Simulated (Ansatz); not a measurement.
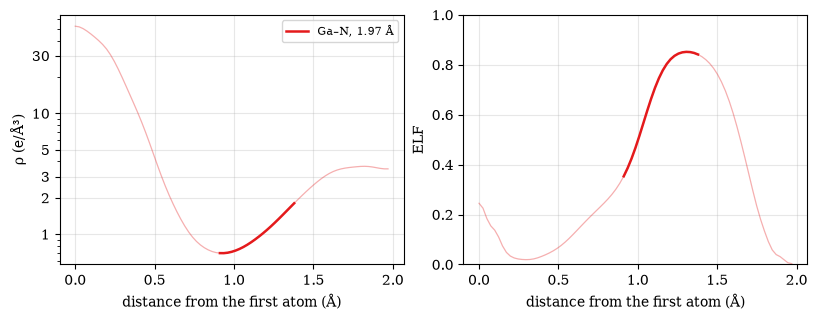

*GaN. Valence electron density and electron localisation function along straight lines between neighbouring atoms. Thin, pale parts lie inside the atomic spheres.*

Space group F-43m; a structure from a database of computed crystals, not necessarily the ambient phase.

The calculation used DFT PBE, scalar-relativistic, plane waves, PAW in Ansatz 0.2.0.

Core electrons are frozen (PAW), and the valence fields are smoothed inside the atomic spheres.

Question: What can be read from the curves?

Answer: Ga–N (1.97 Å): ρ is about 0.71 e/Å³ halfway; the ELF peaks at about 0.85 in the valence shell of N, 0.7 Å from its nucleus, and is about 0.45 at the midpoint.
